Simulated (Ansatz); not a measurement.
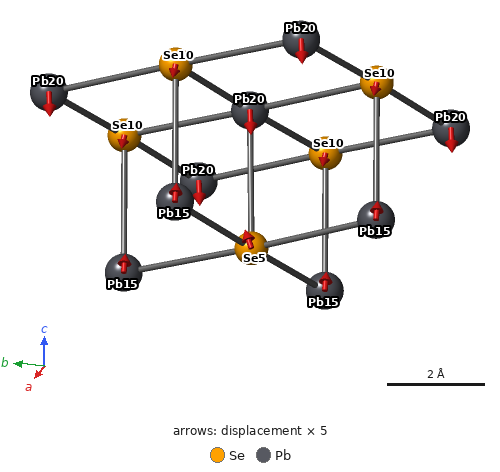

A relaxation of a slab of composition Se10Pb10. The starting structure is drawn; red arrows show the displacements, magnified 5 times.

Style: ball-and-stick. Shown: the atoms within 5.0 Å of the atom that moves most (axes of the cell of the calculation, outlined in the plane, without the vacuum), from a free direction.

Method: Ansatz 0.2.0, DFT, PBEsol, PAW, plane waves.

Input
```yaml
crystal:
  lattice:
    - [3.050000, 3.050000, 0.000000]
    - [-3.050000, 3.050000, 0.000000]
    - [0.000000, 0.000000, 40.450000]
  atoms:
    - { symbol: Se, position: [0.501288, 0.497279, 0.160406] }
    - { symbol: Se, position: [0.502576, 0.501035, 0.311803] }
    - { symbol: Se, position: [0.494585, 0.501612, 0.461284] }
    - { symbol: Se, position: [0.499662, 0.499576, 0.612787] }
    - { symbol: Se, position: [0.500164, 0.493005, 0.763108] }
    - { symbol: Se, position: [0.001671, 0.996588, 0.236555] }
    - { symbol: Se, position: [0.000684, 0.003879, 0.386544] }
    - { symbol: Se, position: [0.993410, 0.003531, 0.536921] }
    - { symbol: Se, position: [0.003865, 0.001019, 0.689066] }
    - { symbol: Se, position: [0.998873, 0.997249, 0.839553] }
    - { symbol: Pb, position: [0.003130, 0.996709, 0.160951] }
    - { symbol: Pb, position: [0.995346, 0.007317, 0.310495] }
    - { symbol: Pb, position: [0.005036, 0.003934, 0.462328] }
    - { symbol: Pb, position: [0.001738, 0.995018, 0.613556] }
    - { symbol: Pb, position: [0.999235, 0.001011, 0.764115] }
    - { symbol: Pb, position: [0.498461, 0.499107, 0.235664] }
    - { symbol: Pb, position: [0.496014, 0.500185, 0.386504] }
    - { symbol: Pb, position: [0.494167, 0.501954, 0.538795] }
    - { symbol: Pb, position: [0.508501, 0.500424, 0.687683] }
    - { symbol: Pb, position: [0.505987, 0.498795, 0.839005] }
kpoints:
  mp_grid: { grid: [6, 6, 1] }
hamiltonian:
  xc: pbesol
scf:
  occupations: { method: fermi_dirac, width: 0.01 }
relax:
  f_tol: 0.03
  max_steps: 80
  escape_saddle: false
  adjacent_minimum: "off"
output:
  forces: true
  eigenvalues: true
  populations: true
```

Command:
```bash
ansatz run in.yaml --threads 8 --pin off --max-ram 118750MiB --runs-dir r --events-out ev --progress --plain --backend cuda --devices 0, --max-vram 170GiB
```

What happened in the run?

Answer. The energy falls by 0.164 eV per cell of the calculation in 4 geometry steps. The largest force component goes from 0.49 to 0.029 eV/Å. The largest move relative to the layer's centre is that of Pb20, 0.12 Å at 8° to the normal (−c side). By element the largest moves are Pb 0.12 Å, Se 0.09 Å. The cell stays as it was. Near-neighbour distances that change, for instance: Se5–Pb20 3.070 → 2.871 Å, Se10–Pb15 3.052 → 2.904 Å, Se10–Pb20 3.024 → 3.050 Å, Se10–Pb20 (another image) 3.077 → 3.052 Å. Cost: 7.8 s on 1 × NVIDIA GB200 with 8 threads of Arm Neoverse-V2, peak memory 2.1 GiB.
